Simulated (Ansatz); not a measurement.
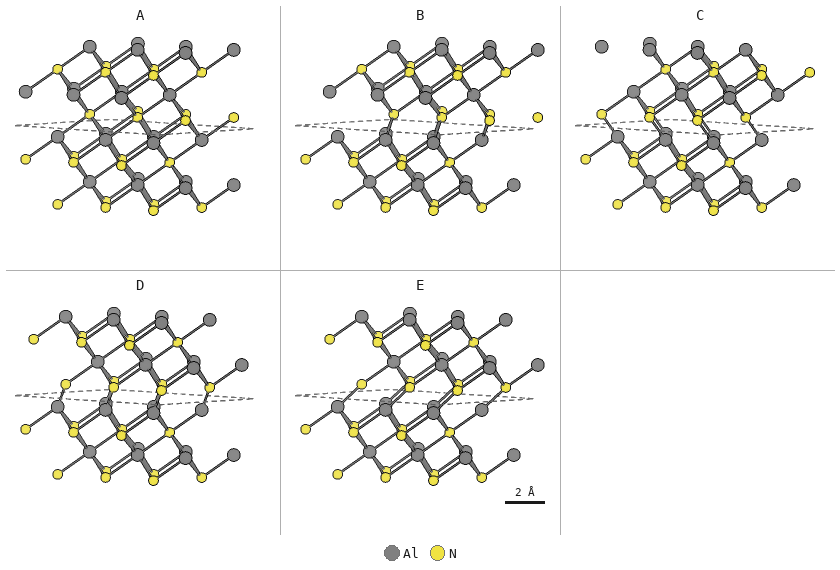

A scan of solid AlN (Fm-3m) along one coordinate. The picture is a ball-and-stick view of the layers on both sides of the dashed plane, seen from the side, nearly along that plane.

Method: DFT PBEsol, scalar-relativistic, plane waves, PAW (Ansatz 0.2.0). (plane-wave cutoff 420 eV; k-point mesh 9 × 9 × 2; occupations gaussian; smearing width 0.05 eV; no spin polarisation). Energies (free energies at the smearing named) are counted from the relaxed crystal.

Q: Which coordinate changes from frame to frame?

A: The crystal above a cut along the (1 1 1) plane of the conventional cell (between a plane of Al below and one of N above, 1.17 Å apart) is slid rigidly by fractions of an in-plane lattice vector 4.95 Å long (a generalised stacking fault). In the frames the slip is 0.00 (A), 0.25 (B), 0.50 (C), 0.75 (D), 0.917 (E). One cut stands in each cell, which starts 14.0 Å high; nothing is relaxed, and the dashed outline marks the cut. Their energies are 0 mJ/m², 3517 mJ/m², 9420 mJ/m², 22695 mJ/m², 1385 mJ/m².
